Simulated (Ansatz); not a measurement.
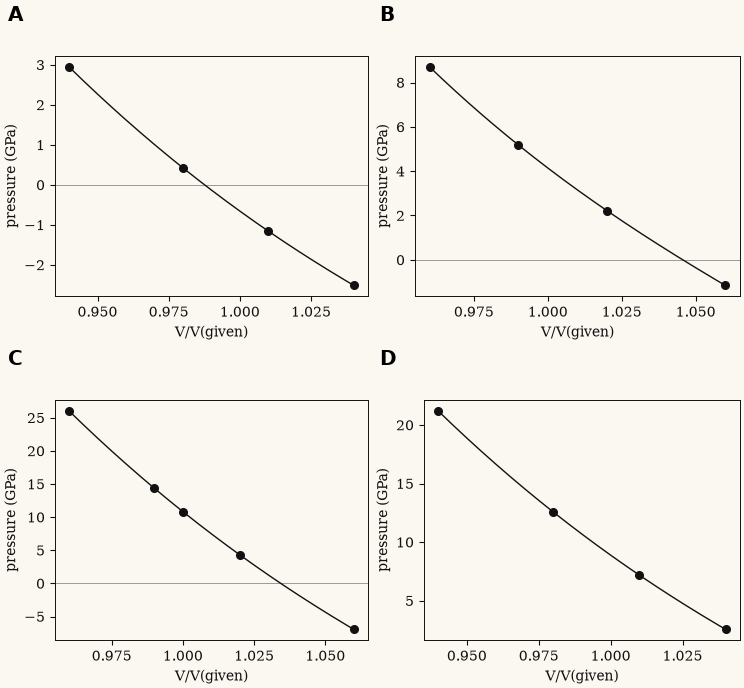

Each panel shows the pressure against V/V(given) for one of these solids: Mg₂Si, Fm-3m (No. 225), 21.7 Å³/atom; MoS₂, P6_3/mmc (No. 194), 17.7 Å³/atom; SiO₂, P4_2/mnm (No. 136), 7.8 Å³/atom; SnO, P4/nmm (No. 129), 17.5 Å³/atom.

How it was computed, with Ansatz 0.2.0: periodic Kohn-Sham DFT of a crystal at fixed atoms, scaled to the stated factor times the given cell; pressure positive in compression, energy less spherical unpolarised free atoms. Level: PBE.

Match the panels to the solids.

Answer. A is Mg₂Si (pressure from −2.514 GPa to 2.947 GPa); B is SnO (pressure from −1.154 GPa to 8.703 GPa); C is SiO₂ (pressure from −6.9 GPa to 26.0 GPa); D is MoS₂ (pressure from 2.5 GPa to 21.2 GPa).

For Mg₂Si, limits of the calculation: small gap, it may come from the mesh.

For MoS₂, limits of the calculation: field gradient without spin-orbit coupling on heavy atoms; the volumes run don't bracket the minimum of the energy, so any equilibrium value is extrapolated; shape and atomic fractions are frozen while scaling, which makes layered, chain and framework solids too stiff.

For SiO₂, limits of the calculation: shape and atomic fractions are frozen while scaling, which makes layered, chain and framework solids too stiff.

For SnO, limits of the calculation: field gradient without spin-orbit coupling on heavy atoms; no gap: field gradients move with the k mesh; small gap, it may come from the mesh; shape and atomic fractions are frozen while scaling, which makes layered, chain and framework solids too stiff.
